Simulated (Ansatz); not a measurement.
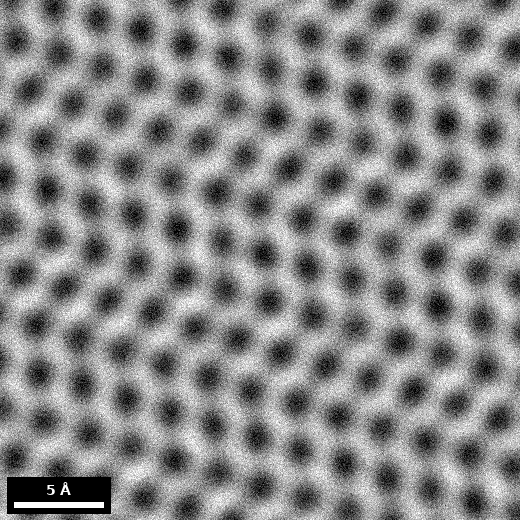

HRTEM-like image of Ta (P6_3/mmc, No. 194) along [100]. Simulated in the weak-phase-object approximation with neutral-atom potentials: 200 kV, Cs = 0.60 mm, defocus −465 Å (negative is underfocus), defocus spread 20 Å, aperture 0.49 1/Å. Shot noise and the speckle of an amorphous layer were added. Model: coordinates from a relaxation with Ansatz 0.2.0, DFT, r2SCAN, plane waves (500 eV) with PAW, scalar-relativistic; the starting structure was generated, so it need not be a known form of this composition.

Question: Do the atom columns appear dark or bright, and why?

Answer: Dark. With positive Cs and underfocus sin χ is negative over the pass band, so the strongest columns (Ta) come out darker than the background.

Question: What point resolution do these settings give, and which lattice spacings pass?

Answer: About 2.1 Å (0.66 |Cs|^(1/4) λ^(3/4) with λ = 0.0251 Å). The spacings that carry visible contrast are {100} at 2.54 Å, {004} at 2.49 Å, {101} at 2.46 Å, {102} at 2.26 Å.
